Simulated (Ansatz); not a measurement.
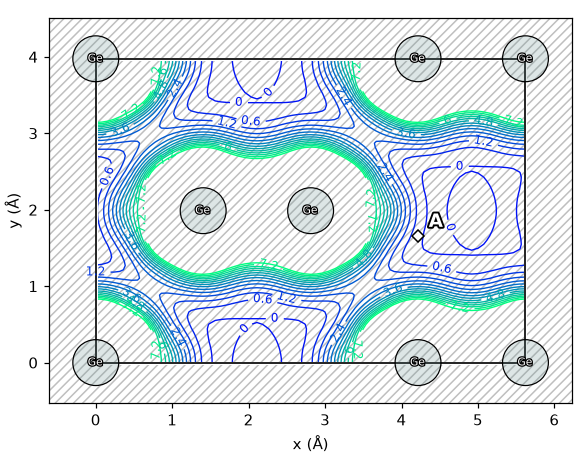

Ge (Fd-3m phase) with one N guest (9 atoms in the cell). A guest moved over a lattice plane through the rigid host; the plane is (0 1 1) of the conventional cell, half-way across the widest gap between atomic layers, origin above Ge5. Places are given modulo a cell vector. The map is drawn in real space over the plane of the scan. Nothing is relaxed (host rigid, guest held in the plane). The grid has 12 × 12 points; 14 points were computed and 94 follow by symmetry. At 36 points there is no value (left out of the scan, as a rule where atoms come close). Energies are in eV per cell, from the lowest grid point. Method: Ansatz, DFT LDA, scalar-relativistic, plane waves, PAW. Settings: cutoff 420 eV, k-mesh 6×6×6, gaussian smearing 0.15 eV, no spin polarisation.

Drawn: contour lines labelled in eV (none above 7.8), labelled circles for the fixed atoms within 1 Å of the plane, the outline of one cell of the plane, hatched blanks where no value was computed, the point A. Between grid points the surface is interpolated.

> Is A at rest? If not, where is it pushed?

A, at (9/12, 5/12) of the cell vectors, is not a stationary point. The computed force is 2.4 eV/Å in the plane, pointing down and right in the picture (components 2.1 and −1.0 eV/Å).

PAW datasets: the set soft_1.
